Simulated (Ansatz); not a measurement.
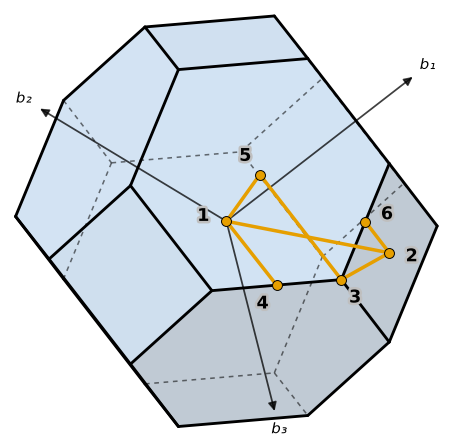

The first Brillouin zone of a face-centred cubic lattice (cF; extended symbol cF2) is drawn with its special points numbered. Crystal: GaSb, the end point of a relaxation with Ansatz 0.2.0, DFT PBE, scalar-relativistic, plane waves, PAW. Geometry calculated from the standardised cell; symmetry tolerance 0.002 Å.

a = 6.215 Å, b = 6.215 Å, c = 6.215 Å, α = 90.00°, β = 90.00°, γ = 90.00°.

Labels and path follow the convention of Hinuma et al. (2017), as computed by seekpath; the arrows show the directions of the reciprocal primitive vectors b₁, b₂, b₃, in which coordinates are given.

Which special point is each number?

```tsv
no.	label	coordinates
1	Γ	(0, 0, 0)
2	X	(1/2, 0, 1/2)
3	W	(1/2, 1/4, 3/4)
4	K	(3/8, 3/8, 3/4)
5	L	(1/2, 1/2, 1/2)
6	U	(5/8, 1/4, 5/8)
```
